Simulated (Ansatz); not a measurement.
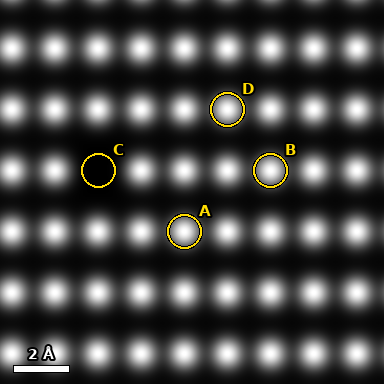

Z-contrast image of Co (Pm-3m, No. 221) along [110]. Simulation: incoherent imaging, intensity Z^1.7 per atom, probe width 0.90 Å, thin sample. The probe carries 15 % of its weight in a tail 2.5 times as wide.

The sample is 1 repeat (3.1 Å) thick. One point defect was put into the perfect crystal, without relaxing the atoms around it. Brightness is counted from the darkest point of the image. Host structure: the input geometry of an electronic-structure calculation (not necessarily at equilibrium); the starting structure was generated, so it need not be a known form of this composition.

Question: Which ringed column holds the defect, and does it scatter more or less than its equals?

Answer: C; it scatters less. The column holds 1 atom (Co) through the sample, and one Co atom is missing, so its peak vanishes.
